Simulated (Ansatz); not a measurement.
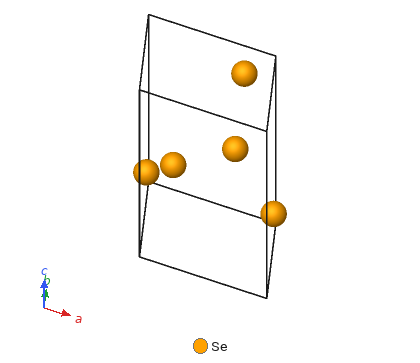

Se, space group P3_121 (No. 152), a = 4.068 Å, b = 4.068 Å, c = 5.128 Å, α = 90.00°, β = 90.00°, γ = 120.00°

```
site  Wyckoff       x       y       z
  Se       3b  0.0000  0.7527  0.1667
```

Origin: the end point of a relaxation with DFT PBE+D3(BJ), scalar-relativistic, plane waves, PAW in Ansatz.

Compute the Voronoi cell of each site (no radii): faces and volume.

Answer.
```csv
site,faces above 1 % of the sphere,volume (Å³),solid angle by neighbour (%)
Se,10,24.50,Se 100
```

Weighted by multiplicity the volumes add up to the cell volume, 73.5 Å³.

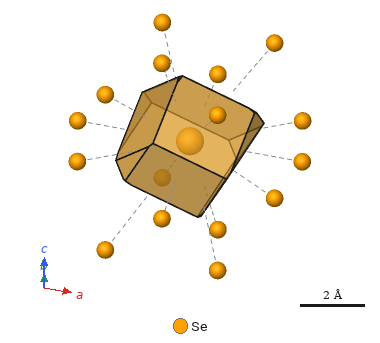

The computed Voronoi cell of Se, with the neighbours that bound it.
